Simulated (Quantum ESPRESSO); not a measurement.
## Band-structure run, with input and output: Cl (part 1 of 3)

Cl (Cmce, 4 atoms in the cell), computed with Kohn-Sham DFT of a periodic cell, r2SCAN, SG15 PBE 1.2, no spin polarisation (Quantum ESPRESSO 7.5).

The structure derives from an entry of the Crystallography Open Database.

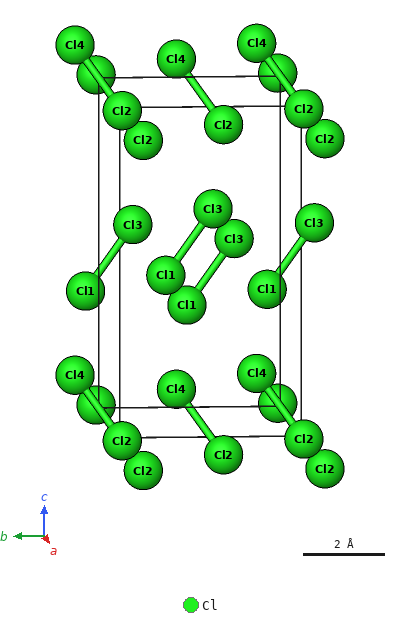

Figure 1. The structure as given in the input (ball-and-stick view of the cell 2 times as large as that of the calculation, set on its symmetry axes, seen at an oblique angle; atoms are numbered from 1 in the order of the input). Near neighbours in the crystal (not all of them lie inside the picture): Cl has 1 Cl at 2.02 Å.

**Input**
```
&CONTROL
  calculation = 'scf'
  prefix = 'pwscf'
  outdir = './tmp'
  pseudo_dir = './pseudo'
  tprnfor = .true.
  tstress = .true.
  disk_io = 'low'
/
&SYSTEM
  ibrav = 0
  celldm(1) = 8
  nat = 4
  ntyp = 1
  ecutwfc = 58
  nbnd = 21
  input_dft = 'r2scan'
  occupations = 'smearing'
  smearing = 'fd'
  degauss = 0.00367493
  nosym = .true.
/
&ELECTRONS
  conv_thr = 1d-08
  electron_maxstep = 120
  mixing_beta = 0.5
/
ATOMIC_SPECIES
Cl    35.4500 Cl_ONCV_PBE-1.2.upf
CELL_PARAMETERS alat
  0.7428985827435  -0.5314854725510   0.0000000000000
  0.7428985827435   0.5314854725510   0.0000000000000
  0.0000000000000   0.0000000000000   1.9393314353972
ATOMIC_POSITIONS crystal
Cl     0.3700000000    0.6300000000    0.4000000000
Cl     0.1300000000    0.8700000000    0.9000000000
Cl     0.6300000000    0.3700000000    0.6000000000
Cl     0.8700000000    0.1300000000    0.1000000000
K_POINTS automatic
7 7 4 0 0 0
```

**File bands.in**
```
&CONTROL
  calculation = 'bands'
  prefix = 'pwscf'
  outdir = './tmp'
  pseudo_dir = './pseudo'
  disk_io = 'low'
  verbosity = 'high'
/
&SYSTEM
  ibrav = 0
  celldm(1) = 8
  nat = 4
  ntyp = 1
  ecutwfc = 58
  nbnd = 21
  input_dft = 'r2scan'
  occupations = 'smearing'
  smearing = 'fd'
  degauss = 0.00367493
  nosym = .true.
/
&ELECTRONS
  conv_thr = 1d-08
  electron_maxstep = 120
  mixing_beta = 0.5
  diago_full_acc = .true.
  startingwfc = 'random'
/
ATOMIC_SPECIES
Cl    35.4500 Cl_ONCV_PBE-1.2.upf
CELL_PARAMETERS alat
  0.7428985827435  -0.5314854725510   0.0000000000000
  0.7428985827435   0.5314854725510   0.0000000000000
  0.0000000000000   0.0000000000000   1.9393314353972
ATOMIC_POSITIONS crystal
Cl     0.3700000000    0.6300000000    0.4000000000
Cl     0.1300000000    0.8700000000    0.9000000000
Cl     0.6300000000    0.3700000000    0.6000000000
Cl     0.8700000000    0.1300000000    0.1000000000
K_POINTS crystal
60
 0.0000000000  0.0000000000  0.0000000000 1
 0.0539938443 -0.0539938443  0.0000000000 1
 0.1079876887 -0.1079876887  0.0000000000 1
 0.1619815330 -0.1619815330  0.0000000000 1
 0.2159753774 -0.2159753774  0.0000000000 1
 0.2699692217 -0.2699692217  0.0000000000 1
 0.3239630661 -0.3239630661  0.0000000000 1
 0.3779569104 -0.3779569104  0.0000000000 1
 0.2834676828 -0.4084676828  0.0000000000 1
 0.1889784552 -0.4389784552  0.0000000000 1
 0.0944892276 -0.4694892276  0.0000000000 1
 0.0000000000 -0.5000000000  0.0000000000 1
 0.0000000000 -0.5000000000 -0.2500000000 1
 0.0000000000 -0.5000000000 -0.5000000000 1
 0.0944892276 -0.4694892276 -0.5000000000 1
 0.1889784552 -0.4389784552 -0.5000000000 1
 0.2834676828 -0.4084676828 -0.5000000000 1
 0.3779569104 -0.3779569104 -0.5000000000 1
 0.3307122966 -0.3307122966 -0.5000000000 1
 0.2834676828 -0.2834676828 -0.5000000000 1
 0.2362230690 -0.2362230690 -0.5000000000 1
 0.1889784552 -0.1889784552 -0.5000000000 1
 0.1417338414 -0.1417338414 -0.5000000000 1
 0.0944892276 -0.0944892276 -0.5000000000 1
 0.0472446138 -0.0472446138 -0.5000000000 1
 0.0000000000  0.0000000000 -0.5000000000 1
 0.0000000000  0.0000000000 -0.2500000000 1
 0.0000000000  0.0000000000  0.0000000000 1
-0.0555555556 -0.0555555556  0.0000000000 1
-0.1111111111 -0.1111111111  0.0000000000 1
-0.1666666667 -0.1666666667  0.0000000000 1
-0.2222222222 -0.2222222222  0.0000000000 1
-0.2777777778 -0.2777777778  0.0000000000 1
-0.3333333333 -0.3333333333  0.0000000000 1
-0.3888888889 -0.3888888889  0.0000000000 1
-0.4444444444 -0.4444444444  0.0000000000 1
-0.5000000000 -0.5000000000  0.0000000000 1
-0.4389784552 -0.5610215448  0.0000000000 1
-0.3779569104 -0.6220430896  0.0000000000 1
-0.3779569104 -0.6220430896 -0.1666666667 1
-0.3779569104 -0.6220430896 -0.3333333333 1
-0.3779569104 -0.6220430896 -0.5000000000 1
-0.4186379403 -0.5813620597 -0.5000000000 1
-0.4593189701 -0.5406810299 -0.5000000000 1
-0.5000000000 -0.5000000000 -0.5000000000 1
-0.5000000000 -0.5000000000 -0.3333333333 1
-0.5000000000 -0.5000000000 -0.1666666667 1
-0.5000000000 -0.5000000000  0.0000000000 1
 0.0000000000  0.0000000000 -0.5000000000 1
-0.0454545455 -0.0454545455 -0.5000000000 1
-0.0909090909 -0.0909090909 -0.5000000000 1
-0.1363636364 -0.1363636364 -0.5000000000 1
-0.1818181818 -0.1818181818 -0.5000000000 1
-0.2272727273 -0.2272727273 -0.5000000000 1
-0.2727272727 -0.2727272727 -0.5000000000 1
-0.3181818182 -0.3181818182 -0.5000000000 1
-0.3636363636 -0.3636363636 -0.5000000000 1
-0.4090909091 -0.4090909091 -0.5000000000 1
-0.4545454545 -0.4545454545 -0.5000000000 1
-0.5000000000 -0.5000000000 -0.5000000000 1
```

Machine: 2 threads of Intel Xeon (Sapphire Rapids), 64 GiB of memory available, shared host.

Launch command:
```bash
OMP_NUM_THREADS=1 mpirun -n 2 pw.x -nk 2 -in pw.in > pw.out
OMP_NUM_THREADS=1 mpirun -n 2 pw.x -nk 2 -in bands.in > bands.out
```

**What the program printed**
```
This program is part of the open-source Quantum ESPRESSO suite
     for quantum simulation of materials; please cite
         "P. Giannozzi et al., J. Phys.:Condens. Matter 21 395502 (2009);
         "P. Giannozzi et al., J. Phys.:Condens. Matter 29 465901 (2017);
         "P. Giannozzi et al., J. Chem. Phys. 152 154105 (2020);
          URL
     in publications or presentations arising from this work. More details at

     IMPORTANT: XC functional enforced from input :
     Exchange-correlation= R2SCAN
                           (   0   0   0   0   0 497 498)
     Any further DFT definition will be discarded
     Please, verify this is what you really want

     K-points division:     npool     =       2
     Subspace diagonalization in iterative solution of the eigenvalue problem:
     a serial algorithm will be used

     G-vector sticks info
     --------------------
     sticks:   dense  smooth     PW     G-vecs:    dense   smooth      PW
     Sum         937     937    277                46863    46863    7533

     Using Slab Decomposition

     bravais-lattice index     =            0
     lattice parameter (alat)  =       8.0000  a.u.
     unit-cell volume          =     784.1027 (a.u.)^3
     number of atoms/cell      =            4
     number of atomic types    =            1
     number of electrons       =        28.00
     number of Kohn-Sham states=           21
     kinetic-energy cutoff     =      58.0000  Ry
     charge density cutoff     =     232.0000  Ry
     scf convergence threshold =      1.0E-08
     mixing beta               =       0.5000
     number of iterations used =            8  plain     mixing
     Exchange-correlation= R2SCAN
                           (   0   0   0   0   0 497 498)

     celldm(1)=   8.000000  celldm(2)=   0.000000  celldm(3)=   0.000000
     celldm(4)=   0.000000  celldm(5)=   0.000000  celldm(6)=   0.000000

     crystal axes: (cart. coord. in units of alat)
               a(1) = (   0.742899  -0.531485   0.000000 )
               a(2) = (   0.742899   0.531485   0.000000 )
               a(3) = (   0.000000   0.000000   1.939331 )

     reciprocal axes: (cart. coord. in units 2 pi/alat)
               b(1) = (  0.673039 -0.940759  0.000000 )
               b(2) = (  0.673039  0.940759 -0.000000 )
               b(3) = ( -0.000000  0.000000  0.515642 )

     PseudoPot. # 1 for Cl read from file:
     Cl_ONCV_PBE-1.2.upf
     Pseudo is Norm-conserving, Zval =  7.0
     Generated using ONCVPSP code by D. R. Hamann
     Using radial grid of  602 points,  4 beta functions with:
                l(1) =   0
                l(2) =   0
                l(3) =   1
                l(4) =   1

     atomic species   valence    mass     pseudopotential
     Cl                7.00    35.45000     Cl( 1.00)

     No symmetry found

   Cartesian axes

     site n.     atom                  positions (alat units)
         1        Cl     tau(   1) = (   0.7428986   0.1381862   0.7757326  )
         2        Cl     tau(   2) = (   0.7428986   0.3932992   1.7453983  )
         3        Cl     tau(   3) = (   0.7428986  -0.1381862   1.1635989  )
         4        Cl     tau(   4) = (   0.7428986  -0.3932992   0.1939331  )

     number of k points=    99  Fermi-Dirac smearing, width (Ry)=  0.0037
                       cart. coord. in units 2pi/alat
        k(    1) = (   0.0000000   0.0000000   0.0000000), wk =   0.0102041
        k(    2) = (   0.0000000   0.0000000   0.1289104), wk =   0.0204082
        k(    3) = (   0.0000000   0.0000000  -0.2578208), wk =   0.0102041
        k(    4) = (   0.0961485   0.1343942   0.0000000), wk =   0.0204082
        k(    5) = (   0.0961485   0.1343942   0.1289104), wk =   0.0204082
        k(    6) = (   0.0961485   0.1343942  -0.2578208), wk =   0.0204082
        k(    7) = (   0.0961485   0.1343942  -0.1289104), wk =   0.0204082
        k(    8) = (   0.1922970   0.2687884   0.0000000), wk =   0.0204082
        k(    9) = (   0.1922970   0.2687884   0.1289104), wk =   0.0204082
        k(   10) = (   0.1922970   0.2687884  -0.2578208), wk =   0.0204082
        k(   11) = (   0.1922970   0.2687884  -0.1289104), wk =   0.0204082
        k(   12) = (   0.2884454   0.4031826   0.0000000), wk =   0.0204082
        k(   13) = (   0.2884454   0.4031826   0.1289104), wk =   0.0204082
        k(   14) = (   0.2884454   0.4031826  -0.2578208), wk =   0.0204082
        k(   15) = (   0.2884454   0.4031826  -0.1289104), wk =   0.0204082
        k(   16) = (   0.0961485  -0.1343942   0.0000000), wk =   0.0204082
        k(   17) = (   0.0961485  -0.1343942   0.1289104), wk =   0.0204082
        k(   18) = (   0.0961485  -0.1343942  -0.2578208), wk =   0.0204082
        k(   19) = (   0.0961485  -0.1343942  -0.1289104), wk =   0.0204082
        k(   20) = (   0.1922970  -0.0000000   0.0000000), wk =   0.0204082
        k(   21) = (   0.1922970  -0.0000000   0.1289104), wk =   0.0204082
        k(   22) = (   0.1922970  -0.0000000  -0.2578208), wk =   0.0204082
        k(   23) = (   0.1922970  -0.0000000  -0.1289104), wk =   0.0204082
        k(   24) = (   0.2884454   0.1343942   0.0000000), wk =   0.0204082
        k(   25) = (   0.2884454   0.1343942   0.1289104), wk =   0.0204082
        k(   26) = (   0.2884454   0.1343942  -0.2578208), wk =   0.0204082
        k(   27) = (   0.2884454   0.1343942  -0.1289104), wk =   0.0204082
        k(   28) = (   0.3845939   0.2687884   0.0000000), wk =   0.0204082
        k(   29) = (   0.3845939   0.2687884   0.1289104), wk =   0.0204082
        k(   30) = (   0.3845939   0.2687884  -0.2578208), wk =   0.0204082
        k(   31) = (   0.3845939   0.2687884  -0.1289104), wk =   0.0204082
        k(   32) = (  -0.1922970  -0.5375768   0.0000000), wk =   0.0204082
        k(   33) = (  -0.1922970  -0.5375768   0.1289104), wk =   0.0204082
        k(   34) = (  -0.1922970  -0.5375768  -0.2578208), wk =   0.0204082
        k(   35) = (  -0.1922970  -0.5375768  -0.1289104), wk =   0.0204082
        k(   36) = (  -0.0961485  -0.4031826   0.0000000), wk =   0.0204082
        k(   37) = (  -0.0961485  -0.4031826   0.1289104), wk =   0.0204082
        k(   38) = (  -0.0961485  -0.4031826  -0.2578208), wk =   0.0204082
        k(   39) = (  -0.0961485  -0.4031826  -0.1289104), wk =   0.0204082
        k(   40) = (  -0.0000000  -0.2687884   0.0000000), wk =   0.0204082
        k(   41) = (  -0.0000000  -0.2687884   0.1289104), wk =   0.0204082
        k(   42) = (  -0.0000000  -0.2687884  -0.2578208), wk =   0.0204082
        k(   43) = (  -0.0000000  -0.2687884  -0.1289104), wk =   0.0204082
        k(   44) = (   0.1922970  -0.2687884   0.0000000), wk =   0.0204082
        k(   45) = (   0.1922970  -0.2687884   0.1289104), wk =   0.0204082
        k(   46) = (   0.1922970  -0.2687884  -0.2578208), wk =   0.0204082
        k(   47) = (   0.1922970  -0.2687884  -0.1289104), wk =   0.0204082
        k(   48) = (   0.2884454  -0.1343942   0.0000000), wk =   0.0204082
        k(   49) = (   0.2884454  -0.1343942   0.1289104), wk =   0.0204082
        k(   50) = (   0.2884454  -0.1343942  -0.2578208), wk =   0.0204082
        k(   51) = (   0.2884454  -0.1343942  -0.1289104), wk =   0.0204082
        k(   52) = (   0.3845939  -0.0000000   0.0000000), wk =   0.0204082
        k(   53) = (   0.3845939  -0.0000000   0.1289104), wk =   0.0204082
        k(   54) = (   0.3845939  -0.0000000  -0.2578208), wk =   0.0204082
        k(   55) = (   0.3845939  -0.0000000  -0.1289104), wk =   0.0204082
        k(   56) = (   0.4807424   0.1343942   0.0000000), wk =   0.0204082
        k(   57) = (   0.4807424   0.1343942   0.1289104), wk =   0.0204082
        k(   58) = (   0.4807424   0.1343942  -0.2578208), wk =   0.0204082
        k(   59) = (   0.4807424   0.1343942  -0.1289104), wk =   0.0204082
        k(   60) = (  -0.0961485  -0.6719711   0.0000000), wk =   0.0204082
        k(   61) = (  -0.0961485  -0.6719711   0.1289104), wk =   0.0204082
        k(   62) = (  -0.0961485  -0.6719711  -0.2578208), wk =   0.0204082
        k(   63) = (  -0.0961485  -0.6719711  -0.1289104), wk =   0.0204082
        k(   64) = (  -0.0000000  -0.5375768   0.0000000), wk =   0.0204082
        k(   65) = (  -0.0000000  -0.5375768   0.1289104), wk =   0.0204082
        k(   66) = (  -0.0000000  -0.5375768  -0.2578208), wk =   0.0204082
        k(   67) = (  -0.0000000  -0.5375768  -0.1289104), wk =   0.0204082
        k(   68) = (   0.0961485  -0.4031826   0.0000000), wk =   0.0204082
        k(   69) = (   0.0961485  -0.4031826   0.1289104), wk =   0.0204082
        k(   70) = (   0.0961485  -0.4031826  -0.2578208), wk =   0.0204082
        k(   71) = (   0.0961485  -0.4031826  -0.1289104), wk =   0.0204082
        k(   72) = (   0.2884454  -0.4031826   0.0000000), wk =   0.0204082
        k(   73) = (   0.2884454  -0.4031826   0.1289104), wk =   0.0204082
        k(   74) = (   0.2884454  -0.4031826  -0.2578208), wk =   0.0204082
        k(   75) = (   0.2884454  -0.4031826  -0.1289104), wk =   0.0204082
        k(   76) = (   0.3845939  -0.2687884   0.0000000), wk =   0.0204082
        k(   77) = (   0.3845939  -0.2687884   0.1289104), wk =   0.0204082
        k(   78) = (   0.3845939  -0.2687884  -0.2578208), wk =   0.0204082
        k(   79) = (   0.3845939  -0.2687884  -0.1289104), wk =   0.0204082
        k(   80) = (   0.4807424  -0.1343942   0.0000000), wk =   0.0204082
        k(   81) = (   0.4807424  -0.1343942   0.1289104), wk =   0.0204082
        k(   82) = (   0.4807424  -0.1343942  -0.2578208), wk =   0.0204082
        k(   83) = (   0.4807424  -0.1343942  -0.1289104), wk =   0.0204082
        k(   84) = (   0.5768909  -0.0000000   0.0000000), wk =   0.0204082
        k(   85) = (   0.5768909  -0.0000000   0.1289104), wk =   0.0204082
        k(   86) = (   0.5768909  -0.0000000  -0.2578208), wk =   0.0204082
        k(   87) = (   0.5768909  -0.0000000  -0.1289104), wk =   0.0204082
        k(   88) = (  -0.0000000  -0.8063653   0.0000000), wk =   0.0204082
        k(   89) = (  -0.0000000  -0.8063653   0.1289104), wk =   0.0204082
        k(   90) = (  -0.0000000  -0.8063653  -0.2578208), wk =   0.0204082
        k(   91) = (  -0.0000000  -0.8063653  -0.1289104), wk =   0.0204082
        k(   92) = (   0.0961485  -0.6719711   0.0000000), wk =   0.0204082
        k(   93) = (   0.0961485  -0.6719711   0.1289104), wk =   0.0204082
        k(   94) = (   0.0961485  -0.6719711  -0.2578208), wk =   0.0204082
        k(   95) = (   0.0961485  -0.6719711  -0.1289104), wk =   0.0204082
        k(   96) = (   0.1922970  -0.5375768   0.0000000), wk =   0.0204082
        k(   97) = (   0.1922970  -0.5375768   0.1289104), wk =   0.0204082
        k(   98) = (   0.1922970  -0.5375768  -0.2578208), wk =   0.0204082
        k(   99) = (   0.1922970  -0.5375768  -0.1289104), wk =   0.0204082

     Dense  grid:    46863 G-vectors     FFT dimensions: (  36,  36,  75)

     WARNING: libxc functional with ID  497 depends
      on external parameters: check the user_guide of
      QE if you need to modify them or to check their
      default values.

     WARNING: libxc functional with ID  498 depends
      on external parameters: check the user_guide of
      QE if you need to modify them or to check their
      default values.

     Initial potential from superposition of free atoms

     starting charge      27.9813, renormalised to      28.0000
     Starting wfcs are random

     Self-consistent Calculation

     iteration #  1     ecut=    58.00 Ry     beta= 0.50
     Davidson diagonalization with overlap
     ethr =  1.00E-02,  avg # of iterations =  8.6

     total energy              =    -120.80117501 Ry
     estimated scf accuracy    <       0.93921921 Ry

     iteration #  2     ecut=    58.00 Ry     beta= 0.50
     Davidson diagonalization with overlap
     ethr =  3.35E-03,  avg # of iterations =  1.0

     total energy              =    -120.82910490 Ry
     estimated scf accuracy    <       0.23412466 Ry
```
